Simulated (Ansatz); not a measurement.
# Nb$_{6}$N$_{7}$: geometry relaxation (part 1 of 3)

- system: Nb$_{6}$N$_{7}$ (slab, 26 atoms in the cell)
- method: DFT PBE+D3(BJ), scalar-relativistic, plane waves, PAW, no spin polarisation (Ansatz 0.2.0)

The structure derives from an entry of the Crystallography Open Database. The input holds or restrains some coordinates. Forces given for the steps count only the free coordinates. It belongs to a series of runs on one base structure; here: 1 N2 a cell, upright, over a bridge Nb-Nb site. Figures and captions count atoms from 1; the log counts them from 0 in places.

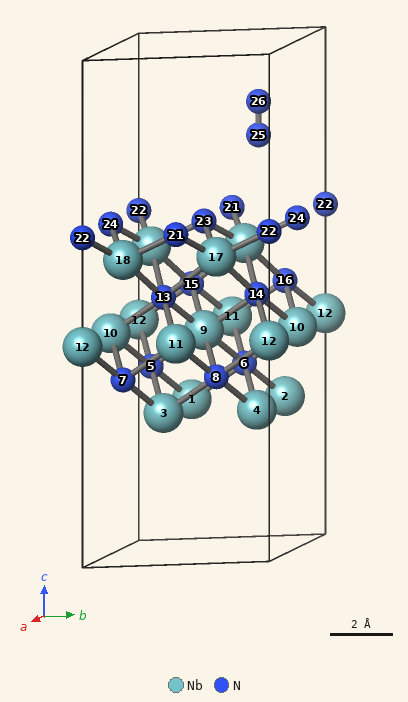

Figure 1. The input geometry (ball-and-stick view of the cell of the calculation, with the vacuum cut short, seen slightly off an axis; atoms are numbered from 1 in the order of the input). An atom can appear more than once, as a periodic image.

## The input
```yaml
crystal:
  lattice:
    - [6.2011598397, 0.0, 0.0]
    - [-3.1005799199, 5.3703619541, 0.0]
    - [0.0, 0.0, 25.4290322587]
  atoms:
    - { symbol: Nb, position: [0.1666666667, 0.3333333333, 0.3146010402] }
    - { symbol: Nb, position: [0.1666666667, 0.8333333333, 0.3146010402] }
    - { symbol: Nb, position: [0.6666666667, 0.3333333333, 0.3146010402] }
    - { symbol: Nb, position: [0.6666666667, 0.8333333333, 0.3146010402] }
    - { symbol: "N", position: [0.3333333333, 0.1666666667, 0.3643790435] }
    - { symbol: "N", position: [0.3333333333, 0.6666666667, 0.3643790435] }
    - { symbol: "N", position: [0.8333333333, 0.1666666667, 0.3643790435] }
    - { symbol: "N", position: [0.8333333333, 0.6666666667, 0.3643790435] }
    - { symbol: Nb, position: [0.5, 0.5, 0.4141570468] }
    - { symbol: Nb, position: [0.5, 0.0, 0.4141570468] }
    - { symbol: Nb, position: [0.0, 0.5, 0.4141570468] }
    - { symbol: Nb, position: [0.0, 0.0, 0.4141570468] }
    - { symbol: "N", position: [0.6666666667, 0.3333333333, 0.4635223465] }
    - { symbol: "N", position: [0.6666666667, 0.8333333333, 0.4635223465] }
    - { symbol: "N", position: [0.1666666667, 0.3333333333, 0.4635223465] }
    - { symbol: "N", position: [0.1666666667, 0.8333333333, 0.4635223465] }
    - { symbol: Nb, position: [0.8333333333, 0.6666666667, 0.5189970199] }
    - { symbol: Nb, position: [0.8333333333, 0.1666666667, 0.5189970199] }
    - { symbol: Nb, position: [0.3333333333, 0.6666666667, 0.5189970199] }
    - { symbol: Nb, position: [0.3333333333, 0.1666666667, 0.5189970199] }
    - { symbol: "N", position: [0.0, 0.5, 0.5547036376] }
    - { symbol: "N", position: [0.0, 0.0, 0.5547036376] }
    - { symbol: "N", position: [0.5, 0.5, 0.5547036376] }
    - { symbol: "N", position: [0.5, 0.0, 0.5547036376] }
    - { symbol: "N", position: [0.0833333333, 0.6666666667, 0.649477201] }
    - { symbol: "N", position: [0.0833333333, 0.6666666667, 0.692734844] }
basis:
  ecutwfc: 420
kpoints:
  mp_grid: { grid: [4, 4, 1] }
hamiltonian:
  xc: pbe
  dispersion: d3bj
scf:
  occupations: { method: gaussian, width: 0.1 }
output:
  forces: true
  eigenvalues: true
  write_density: true
  write_potential: true
  elf: true
  volumetric_format: npy
relax:
  adjacent_minimum: "off"
  f_tol: 0.04
  max_steps: 100
  constraints: [{ sites: [0, 1, 2, 3, 4, 5, 6, 7, 8, 9, 10, 11] }]
efield:
  axis: 3
  dipole_correction: true
  ramp_width: 0.04
```

Run on 4 threads of AMD EPYC (Zen 5), 16 GiB of memory available, shared host.

Launched with:
```bash
ansatz run input.yaml --threads 4 --pin off --max-ram 12288MiB --backend cpu --events-out ev --progress --plain --runs-dir out
```

## Output
```
Engine: ansatz 0.2.0, x86_64-unknown-linux-gnu
Pseudopotentials: kind: paw
Pseudopotential: Nb, paw, valence charge 13, recommended cutoff 420 eV (normal), Nb.paw.azcp
Pseudopotential: N, paw, valence charge 5, recommended cutoff 420 eV (normal), N.paw.azcp
Functional definition: PBE
  parameter kappa = 0.804
  parameter beta = 0.06672455060314922
  exchange = pbe_x(kappa = kappa, mu = beta*pi^2/3)
  correlation = pbe_c(beta = beta)
Crystal: 26 atoms, lattice volume = 846.850 Å³
Basis set: ecut = 420 eV, 16603 PW (Γ), exchange–correlation on 90×90×360 points (8 copies of the dense FFT grid, shifted against one another)
Bands: 139, of which v1, the nominal top of the filled ones, is band 113 counted from 1 (112 counted from 0)
Symmetry: 2 space group operations
Space group: Cm (ITA 8), of the structure as read, at distance tolerance 9.5e-5 Å
k-points: 7 of 16 (time reversal used)
Non-local potential: Nb, projectors of the file, l = 0: 3, l = 1: 2, l = 2: 2, l = 3: 1
Non-local potential: N, projectors of the file, l = 0: 2, l = 1: 2, l = 2: 1
PAW form: soft (Blöchl's): semilocal exchange-correlation on the pseudo side does not see the compensation charge
PAW one-centre angular grid: Nb, 590 points (default); XC on 64 Gauss nodes
PAW one-centre angular grid: N, 110 points (default); XC on 64 Gauss nodes
Initial density: superposition of atomic densities (neutral atoms: chi_scale 0, normalization atom), corrected by the library's trained network
Initial wavefunctions: pseudopotential atomic-orbital guess
Functional: x = pbe(κ = 0.804, μ = 0.2195149727645171), c = pbe(β = 0.06672455060314922)
SCF iter   1: F=—  HF=-60025.418419 eV  |F-HF|=—  |Δ(HF+E_count)|=         —  Δρ=7.10e-3  dr2=6.14e0  ethr=1.77e-3  p=-0.159 e·Å  D=-3.39e-2 V/Å  ΔV_dip=0.86 eV  dr2_dipole=1.54e0  V_vac-E_F(+/−)=5.70/4.84 eV  ⟨swp⟩=7.9  Hψ=5097  notcnv=0
efield: sawtooth ramp at fractional position 0.9837 (placed from the atoms, in the widest stretch of the axis that holds none; the zero of the levels goes with the place), width 0.0400; the density the first Hamiltonian is built on has a dipole p = -0.159 e·Å; the dipole correction subtracts the counter field D = -3.39e-2 V/Å, which shifts the + side's vacuum level by +0.86 eV against the − side's; the planar-averaged density in the ramp window peaks in size at 5.7e-5 e/Å³
preconditioner: auto → LDOS  [metal: Δε(μ)=0.006 eV  Ē_g=8.158 eV  σ=0.100 eV  W_gap=0.03  n_scr=148 (ndim 8)  ℏωp=14.5 eV  f_vac=0.589  D(μ)=23.46/eV (n_scr^D=150)  β→1.0]
SCF iter   2: F=—  HF=-60025.296479 eV  |F-HF|=—  |Δ(HF+E_count)|=   1.22e-1  Δρ=4.23e-3  dr2=8.54e-1  ethr=1.77e-3  p=-0.183 e·Å  D=-3.92e-2 V/Å  ΔV_dip=1.00 eV  dr2_dipole=2.46e-1  V_vac-E_F(+/−)=5.83/4.84 eV  ⟨swp⟩=2.0  Hψ=1136  notcnv=0  defer=1
SCF iter   3: F=—  HF=-60025.374249 eV  |F-HF|=—  |Δ(HF+E_count)|=   7.78e-2  Δρ=7.87e-3  dr2=9.08e-1  ethr=3.78e-4  p=-0.098 e·Å  D=-2.09e-2 V/Å  ΔV_dip=0.53 eV  dr2_dipole=3.25e-2  V_vac-E_F(+/−)=5.37/4.84 eV  ⟨swp⟩=3.0  Hψ=1248  notcnv=0  defer=21
SCF iter   4: F=—  HF=-60025.253591 eV  |F-HF|=—  |Δ(HF+E_count)|=   1.21e-1  Δρ=9.83e-4  dr2=5.25e-2  ethr=3.78e-4  p=-0.152 e·Å  D=-3.24e-2 V/Å  ΔV_dip=0.82 eV  dr2_dipole=1.30e-2  V_vac-E_F(+/−)=5.66/4.84 eV  ⟨swp⟩=3.0  Hψ=1206  notcnv=0  defer=21
SCF iter   5: F=—  HF=-60025.252686 eV  |F-HF|=—  |Δ(HF+E_count)|=   9.05e-4  Δρ=3.87e-4  dr2=2.71e-3  ethr=2.32e-5  p=-0.156 e·Å  D=-3.33e-2 V/Å  ΔV_dip=0.85 eV  dr2_dipole=3.84e-4  V_vac-E_F(+/−)=5.67/4.82 eV  ⟨swp⟩=2.0  Hψ=1325  notcnv=0  defer=29
SCF iter   6: F=—  HF=-60025.253123 eV  |F-HF|=—  |Δ(HF+E_count)|=   4.37e-4  Δρ=1.18e-4  dr2=6.72e-4  ethr=1.20e-6  p=-0.155 e·Å  D=-3.30e-2 V/Å  ΔV_dip=0.84 eV  dr2_dipole=1.88e-4  V_vac-E_F(+/−)=5.66/4.81 eV  ⟨swp⟩=2.6  Hψ=1301  notcnv=0  defer=29
SCF iter   7: F=—  HF=-60025.253161 eV  |F-HF|=—  |Δ(HF+E_count)|=   3.80e-5  Δρ=3.82e-5  dr2=6.31e-5  ethr=2.98e-7  p=-0.154 e·Å  D=-3.30e-2 V/Å  ΔV_dip=0.84 eV  dr2_dipole=9.75e-6  V_vac-E_F(+/−)=5.65/4.81 eV  ⟨swp⟩=2.0  Hψ=1218  notcnv=0  defer=29
SCF iter   8: F=-60025.253164 eV  HF=-60025.253170 eV  |F-HF|=6.02e-6  |Δ(HF+E_count)|=   9.07e-6  Δρ=1.47e-5  dr2=7.66e-6  ethr=1.77e-8  p=-0.154 e·Å  D=-3.30e-2 V/Å  ΔV_dip=0.84 eV  dr2_dipole=1.40e-6  V_vac-E_F(+/−)=5.65/4.81 eV  ⟨swp⟩=23.6  Hψ=10861  notcnv=0
SCF 1 converged in 8 iterations: F = -60025.253164 eV  dr2 = 7.66e-6
  greatest PAW one-centre occupation: 0.998 electrons in one spin orbital (limit 2), on the Nb atom at site 19 (counted from 0), in its partial waves of l = 0
relax step   1: F+E_penalty+E_count = -60025.25316418 eV  Δ(F+E_penalty+E_count) = +0.000e0 eV  max|allowed force component| = 5.070e-1 eV/Å  Δτ_max = 0.0000 Å  (8 SCF iters, dr2 threshold 4.00e-5 eV, accepted)
Initial density: handed on by an earlier stage of this run
Initial wavefunctions: those handed on with the density
iter 1 solved again at ethr=1.90e-4 eV; its pass at ethr=3.10e-3 eV (dr2=4.30e-1 eV) is discarded
SCF iter   1: F=—  HF=-60025.403037 eV  |F-HF|=—  |Δ(HF+E_count)|=         —  Δρ=1.38e-2  dr2=4.37e-1  ethr=1.90e-4  p=-0.154 e·Å  D=-3.30e-2 V/Å  ΔV_dip=0.84 eV  dr2_dipole=9.72e-3  V_vac-E_F(+/−)=5.66/4.82 eV  ⟨swp⟩=1.9  Hψ=3569  notcnv=0  defer=40
efield: sawtooth ramp at fractional position 0.9837 (handed on by an earlier solve), width 0.0400; the density the first Hamiltonian is built on has a dipole p = -0.154 e·Å; the dipole correction subtracts the counter field D = -3.30e-2 V/Å, which shifts the + side's vacuum level by +0.84 eV against the − side's; the planar-averaged density in the ramp window peaks in size at 4.9e-7 e/Å³
preconditioner: auto → LDOS  [metal: Δε(μ)=0.006 eV  Ē_g=8.227 eV  σ=0.100 eV  W_gap=0.03  n_scr=148 (ndim 8)  ℏωp=14.5 eV  f_vac=0.589  D(μ)=21.13/eV (n_scr^D=136)  β→1.0]
SCF iter   2: F=—  HF=-60025.516352 eV  |F-HF|=—  |Δ(HF+E_count)|=   1.13e-1  Δρ=9.77e-3  dr2=8.65e-1  ethr=1.90e-4  p=-0.222 e·Å  D=-4.75e-2 V/Å  ΔV_dip=1.21 eV  dr2_dipole=8.67e-3  V_vac-E_F(+/−)=6.01/4.80 eV  ⟨swp⟩=3.9  Hψ=1680  notcnv=0  defer=40
SCF iter   3: F=—  HF=-60025.434662 eV  |F-HF|=—  |Δ(HF+E_count)|=   8.17e-2  Δρ=7.11e-3  dr2=4.90e-1  ethr=1.90e-4  p=-0.116 e·Å  D=-2.47e-2 V/Å  ΔV_dip=0.63 eV  dr2_dipole=8.12e-3  V_vac-E_F(+/−)=5.44/4.81 eV  ⟨swp⟩=4.0  Hψ=1536  notcnv=0  defer=40
SCF iter   4: F=—  HF=-60025.356229 eV  |F-HF|=—  |Δ(HF+E_count)|=   7.84e-2  Δρ=2.82e-3  dr2=7.63e-2  ethr=1.90e-4  p=-0.142 e·Å  D=-3.04e-2 V/Å  ΔV_dip=0.77 eV  dr2_dipole=1.68e-3  V_vac-E_F(+/−)=5.58/4.81 eV  ⟨swp⟩=2.0  Hψ=1434  notcnv=0  defer=43
SCF iter   5: F=—  HF=-60025.342648 eV  |F-HF|=—  |Δ(HF+E_count)|=   1.36e-2  Δρ=6.08e-4  dr2=3.60e-3  ethr=3.38e-5  p=-0.157 e·Å  D=-3.36e-2 V/Å  ΔV_dip=0.86 eV  dr2_dipole=1.64e-4  V_vac-E_F(+/−)=5.66/4.81 eV  ⟨swp⟩=3.0  Hψ=1182  notcnv=0  defer=43
SCF iter   6: F=—  HF=-60025.342224 eV  |F-HF|=—  |Δ(HF+E_count)|=   4.24e-4  Δρ=6.91e-5  dr2=7.90e-5  ethr=1.59e-6  p=-0.161 e·Å  D=-3.43e-2 V/Å  ΔV_dip=0.87 eV  dr2_dipole=1.43e-5  V_vac-E_F(+/−)=5.68/4.81 eV  ⟨swp⟩=3.0  Hψ=1314  notcnv=0  defer=43
SCF iter   7: F=-60025.342216 eV  HF=-60025.342219 eV  |F-HF|=2.48e-6  |Δ(HF+E_count)|=   5.08e-6  Δρ=1.24e-5  dr2=2.69e-6  ethr=7.11e-9  p=-0.161 e·Å  D=-3.43e-2 V/Å  ΔV_dip=0.87 eV  dr2_dipole=6.68e-7  V_vac-E_F(+/−)=5.68/4.81 eV  ⟨swp⟩=23.9  Hψ=11714  notcnv=0
SCF 2 converged in 7 iterations: F = -60025.342216 eV  dr2 = 2.69e-6
  greatest PAW one-centre occupation: 0.998 electrons in one spin orbital (limit 2), on the Nb atom at site 17 (counted from 0), in its partial waves of l = 0
relax step   2: F+E_penalty+E_count = -60025.34221608 eV  Δ(F+E_penalty+E_count) = -8.905e-2 eV  max|allowed force component| = 1.565e0 eV/Å  Δτ_max = 0.1950 Å  (7 SCF iters, dr2 threshold 1.61e-5 eV, accepted)
[... from here on the SCF iterations and repeated set-up lines of each step are left out, up to the last step ...]
SCF 3 converged in 6 iterations: F = -60025.381579 eV  dr2 = 1.48e-5
relax step   3: F+E_penalty+E_count = -60025.38157884 eV  Δ(F+E_penalty+E_count) = -3.936e-2 eV  max|allowed force component| = 2.919e-1 eV/Å  Δτ_max = 0.2000 Å  (6 SCF iters, dr2 threshold 1.00e-4 eV, accepted)
SCF 4 converged in 7 iterations: F = -60025.398868 eV  dr2 = 1.26e-6
relax step   4: F+E_penalty+E_count = -60025.39886799 eV  Δ(F+E_penalty+E_count) = -1.729e-2 eV  max|allowed force component| = 2.369e-1 eV/Å  Δτ_max = 0.2000 Å  (7 SCF iters, dr2 threshold 5.33e-6 eV, accepted)
SCF 5 converged in 8 iterations: F = -60025.414764 eV  dr2 = 1.38e-7
relax step   5: F+E_penalty+E_count = -60025.41476373 eV  Δ(F+E_penalty+E_count) = -1.590e-2 eV  max|allowed force component| = 4.448e-1 eV/Å  Δτ_max = 0.2000 Å  (8 SCF iters, dr2 threshold 3.51e-6 eV, accepted)
SCF 6 converged in 7 iterations: F = -60025.429859 eV  dr2 = 5.91e-6
relax step   6: F+E_penalty+E_count = -60025.42985856 eV  Δ(F+E_penalty+E_count) = -1.509e-2 eV  max|allowed force component| = 2.040e0 eV/Å  Δτ_max = 0.1969 Å  (7 SCF iters, dr2 threshold 1.00e-4 eV, accepted)
SCF 7 converged in 7 iterations: F = -60025.568212 eV  dr2 = 1.09e-5
relax step   7: F+E_penalty+E_count = -60025.56821155 eV  Δ(F+E_penalty+E_count) = -1.384e-1 eV  max|allowed force component| = 1.421e0 eV/Å  Δτ_max = 0.1194 Å  (7 SCF iters, dr2 threshold 1.00e-4 eV, accepted)
SCF 8 converged in 7 iterations: F = -60025.639078 eV  dr2 = 7.30e-6
relax step   8: F+E_penalty+E_count = -60025.63907761 eV  Δ(F+E_penalty+E_count) = -7.087e-2 eV  max|allowed force component| = 9.841e-1 eV/Å  Δτ_max = 0.2000 Å  (7 SCF iters, dr2 threshold 1.00e-4 eV, accepted)
SCF 9 converged in 7 iterations: F = -60025.639670 eV  dr2 = 1.59e-5
relax step   9: F+E_penalty+E_count = -60025.63966990 eV  Δ(F+E_penalty+E_count) = -5.923e-4 eV  max|allowed force component| = 1.948e0 eV/Å  Δτ_max = 0.1928 Å  (7 SCF iters, dr2 threshold 1.00e-4 eV, accepted)
SCF 10 converged in 6 iterations: F = -60025.677926 eV  dr2 = 1.41e-5
relax step  10: F+E_penalty+E_count = -60025.67792581 eV  Δ(F+E_penalty+E_count) = -3.826e-2 eV  max|allowed force component| = 3.008e-1 eV/Å  Δτ_max = 0.2000 Å  (6 SCF iters, dr2 threshold 1.00e-4 eV, accepted)
SCF 11 converged in 7 iterations: F = -60025.689173 eV  dr2 = 2.81e-6
relax step  11: F+E_penalty+E_count = -60025.68917261 eV  Δ(F+E_penalty+E_count) = -1.125e-2 eV  max|allowed force component| = 8.942e-2 eV/Å  Δτ_max = 0.1052 Å  (7 SCF iters, dr2 threshold 5.66e-6 eV, accepted)
SCF 12 converged in 9 iterations: F = -60025.693215 eV  dr2 = 1.18e-8
relax step  12: F+E_penalty+E_count = -60025.69321535 eV  Δ(F+E_penalty+E_count) = -4.043e-3 eV  max|allowed force component| = 1.664e-1 eV/Å  Δτ_max = 0.1516 Å  (9 SCF iters, accepted)
SCF 13 converged in 6 iterations: F = -60025.694970 eV  dr2 = 5.29e-7
relax step  13: F+E_penalty+E_count = -60025.69496967 eV  Δ(F+E_penalty+E_count) = -1.754e-3 eV  max|allowed force component| = 3.235e-1 eV/Å  Δτ_max = 0.0758 Å  (6 SCF iters, dr2 threshold 2.45e-6 eV, accepted)
SCF 14 converged in 5 iterations: F = -60025.695538 eV  dr2 = 2.22e-5
relax step  14: F+E_penalty+E_count = -60025.69553833 eV  Δ(F+E_penalty+E_count) = -5.687e-4 eV  max|allowed force component| = 1.129e-2 eV/Å  Δτ_max = 0.0224 Å  (5 SCF iters, dr2 threshold 1.00e-4 eV, accepted)
iter 1 solved again at ethr=9.80e-9 eV; its pass at ethr=3.10e-3 eV (dr2=2.21e-5 eV) is discarded
SCF iter   1: F=—  HF=-60025.695627 eV  |F-HF|=—  |Δ(HF+E_count)|=         —  Δρ=4.97e-5  dr2=2.21e-5  ethr=9.80e-9  p=-0.154 e·Å  D=-3.30e-2 V/Å  ΔV_dip=0.84 eV  dr2_dipole=2.54e-7  V_vac-E_F(+/−)=5.70/4.86 eV  ⟨swp⟩=1.0  Hψ=2296  notcnv=0
efield: sawtooth ramp at fractional position 0.9837 (handed on by an earlier solve), width 0.0400; the density the first Hamiltonian is built on has a dipole p = -0.154 e·Å; the dipole correction subtracts the counter field D = -3.30e-2 V/Å, which shifts the + side's vacuum level by +0.84 eV against the − side's; the planar-averaged density in the ramp window peaks in size at 4.9e-7 e/Å³
preconditioner: auto → LDOS  [metal: Δε(μ)=0.030 eV  Ē_g=8.227 eV  σ=0.100 eV  W_gap=0.17  n_scr=148 (ndim 8)  ℏωp=14.5 eV  f_vac=0.587  D(μ)=14.12/eV (n_scr^D=80)  β→1.0]
SCF iter   2: F=—  HF=-60025.695601 eV  |F-HF|=—  |Δ(HF+E_count)|=   2.61e-5  Δρ=1.60e-4  dr2=2.36e-4  ethr=9.80e-9  p=-0.154 e·Å  D=-3.30e-2 V/Å  ΔV_dip=0.84 eV  dr2_dipole=2.07e-9  V_vac-E_F(+/−)=5.70/4.86 eV  ⟨swp⟩=4.0  Hψ=1716  notcnv=0
SCF iter   3: F=—  HF=-60025.695554 eV  |F-HF|=—  |Δ(HF+E_count)|=   4.67e-5  Δρ=6.07e-6  dr2=3.77e-7  ethr=9.80e-9  p=-0.154 e·Å  D=-3.30e-2 V/Å  ΔV_dip=0.84 eV  dr2_dipole=1.13e-8  V_vac-E_F(+/−)=5.70/4.86 eV  ⟨swp⟩=3.9  Hψ=1558  notcnv=0
SCF iter   4: F=—  HF=-60025.695554 eV  |F-HF|=—  |Δ(HF+E_count)|=   8.89e-9  Δρ=2.71e-6  dr2=1.05e-7  ethr=4.42e-11  p=-0.154 e·Å  D=-3.30e-2 V/Å  ΔV_dip=0.84 eV  dr2_dipole=5.75e-9  V_vac-E_F(+/−)=5.70/4.86 eV  ⟨swp⟩=13.1  Hψ=8113  notcnv=0
SCF iter   5: F=-60025.695554 eV  HF=-60025.695554 eV  |F-HF|=0.00e0  |Δ(HF+E_count)|=   2.27e-8  Δρ=7.33e-7  dr2=8.74e-9  ethr=4.42e-11  p=-0.154 e·Å  D=-3.30e-2 V/Å  ΔV_dip=0.84 eV  dr2_dipole=4.22e-10  V_vac-E_F(+/−)=5.70/4.86 eV  ⟨swp⟩=10.0  Hψ=6854  notcnv=0
SCF 15 converged in 5 iterations: F = -60025.695554 eV  dr2 = 8.74e-9
relax step  15: F+E_penalty+E_count = -60025.69555399 eV  Δ(F+E_penalty+E_count) = -1.566e-5 eV  max|allowed force component| = 1.021e-2 eV/Å  Δτ_max = 0.0000 Å  (5 SCF iters, accepted)
```

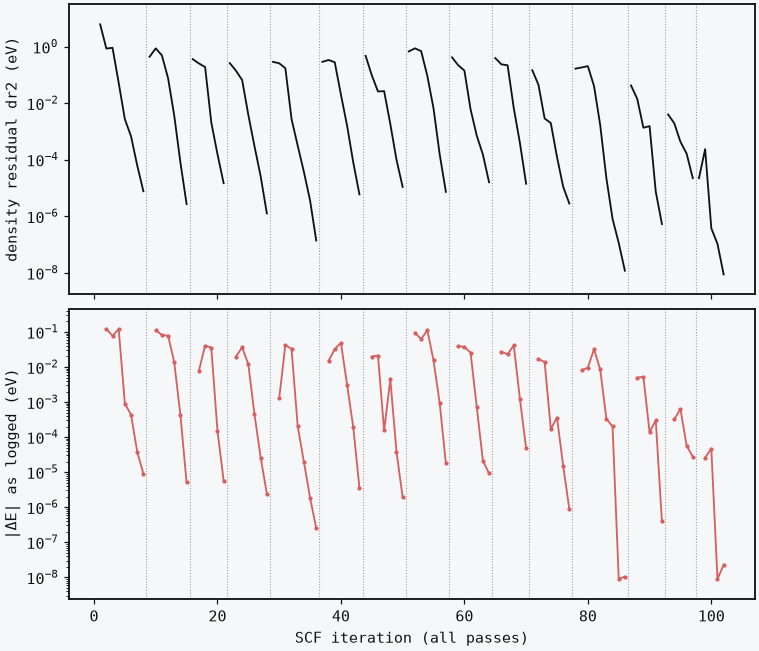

Figure 2. Convergence of the self-consistent field: density residual dr2 and size of the energy change against the SCF iteration. The dotted lines part the SCF passes of the relaxation: geometry steps, rejected trials and re-solves on a re-selected basis. The 15 passes take 5 to 9 iterations each, 102 in all.

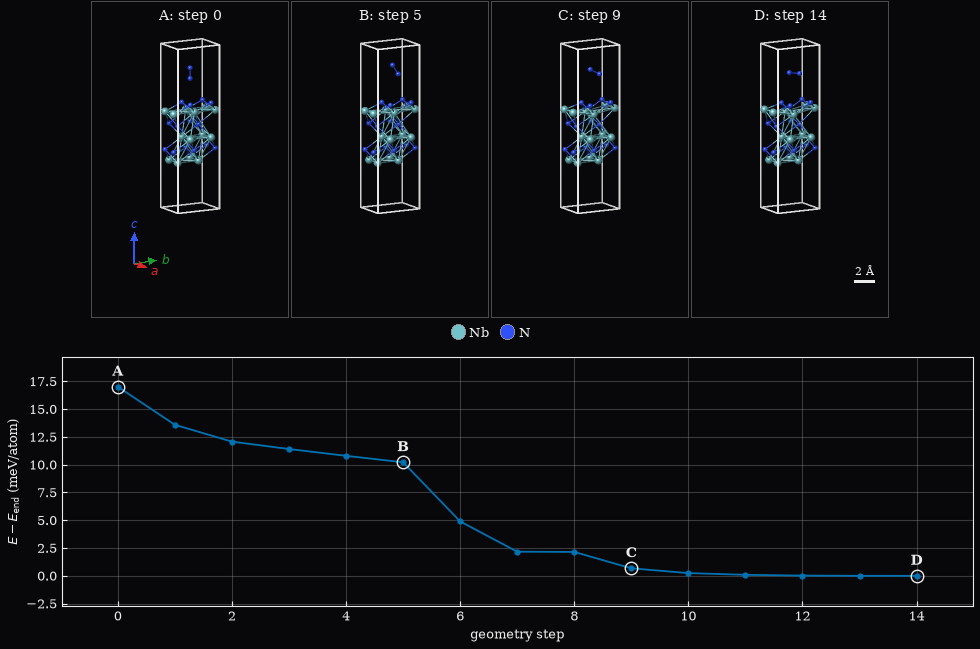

Figure 3. Frames of the restrained relaxation (ball-and-stick view of the cell of the calculation, with the vacuum cut short (origin shifted), seen slightly off an axis) above the curves, on which the letters mark them (the first geometry is step 0 here and step 1 in the log).
